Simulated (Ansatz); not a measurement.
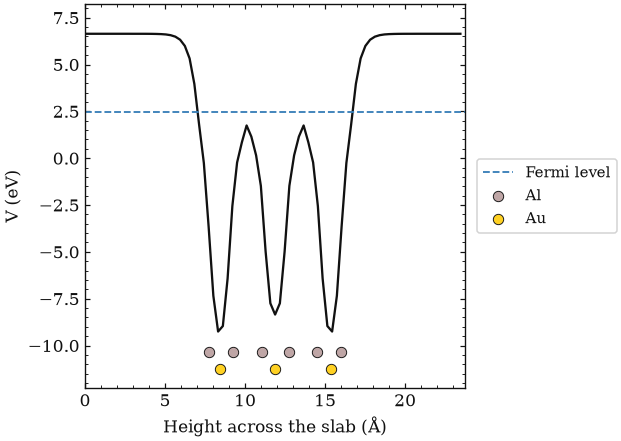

Plane-averaged electrostatic potential energy of an electron across the slab; circles at the bottom mark the heights of the atoms.

Calculation on a (111) slab cut from Al₂Au (Fm-3m), ended by Al planes, 9 atoms in the cell.

Computed with Ansatz: DFT PBE, spin-orbit coupling, plane waves, PAW, 9×9×1 k mesh, 420 eV cutoff, Gaussian smearing of 0.1 eV.

**Read off the work function of each face.**

The work function is 4.17 eV, the same on both faces. The two vacuum levels agree, so the slab has no net dipole along its normal.

**How thick are slab and vacuum?**

The outermost atoms are 8.3 Å apart, which leaves 15.5 Å of vacuum in a cell 23.7 Å high.
